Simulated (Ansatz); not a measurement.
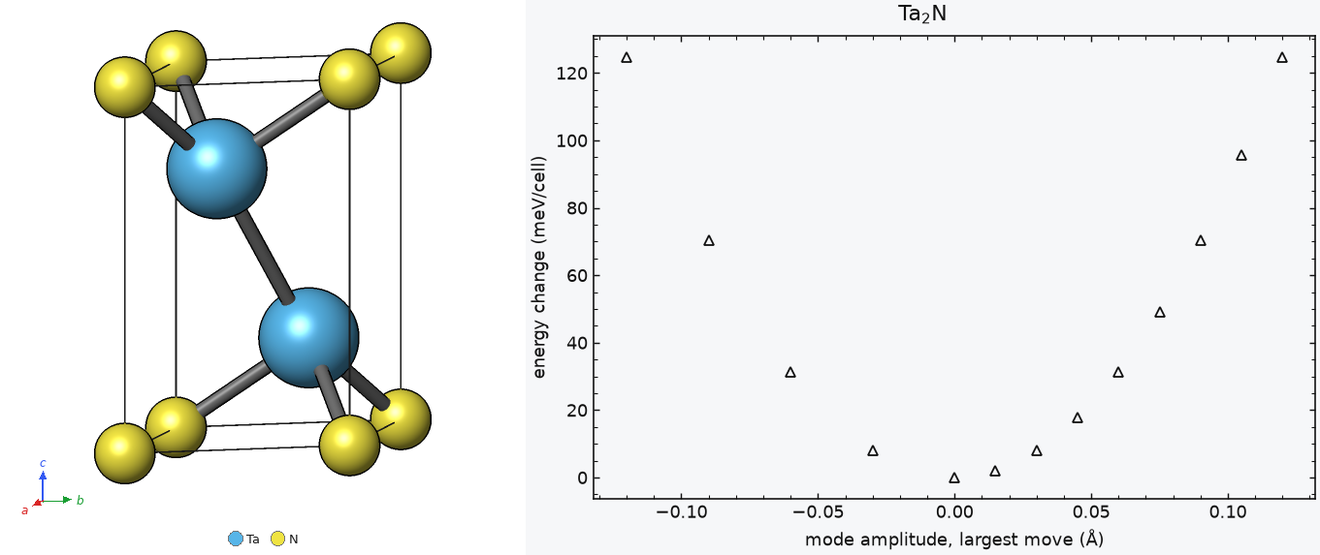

Calculation (Ansatz 0.2.0): a normal mode of the cell frozen into a crystal at growing amplitude, by plane-wave density functional theory with PAW datasets, free energies less that of the undisturbed cell; scalar-relativistic. Level: PBEsol, no spin polarisation.

- wave cutoff: 420 eV
- k mesh: 18×18×10
- occupations: Gaussian
- smearing width: 0.15 eV
- k shift: (0, 0, 0) (mesh steps)
- start: relaxed

Starting cell:
```
CELL_PARAMETERS angstrom
3.07862 0.00000 0.00000
-1.53931 2.66616 0.00000
0.00000 0.00000 4.82326
ATOMIC_POSITIONS crystal
Ta 0.66667 0.33333 0.74626
Ta 0.33333 0.66667 0.25374
N 0.00000 0.00000 0.00000
```

Displacement pattern for amplitude 1 (x, y, z for each atom, in the order of the cell):
| atom | x | y | z |
| --- | --- | --- | --- |
| Ta1 | 0.00 | 0.00 | −0.04 |
| Ta2 | 0.00 | 0.00 | −0.04 |
| N3 | 0.00 | 0.00 | 1.00 |

Figure. Energy change against mode amplitude for Ta₂N, space group P-3m1 (No. 164). The cell is drawn beside the plot.

The points at mode amplitude −0.09, −0.03, 0.06 and 0.12 follow from computed ones by symmetry.

The energy rises on both sides of the starting structure, which is therefore a minimum along this path. The energy change is 124.7 meV/cell at mode amplitude −0.120 Å and 124.7 meV/cell at 0.120 Å; the lowest computed point is at mode amplitude 0.000 Å (0.0 meV/cell), in a single well. The harmonic force constant k (E = k x²/2 near the start) is 17.5 eV/Å². The phonon wavenumber is 572 cm⁻¹.

Note: no spin polarisation, a magnetic state may lie lower.
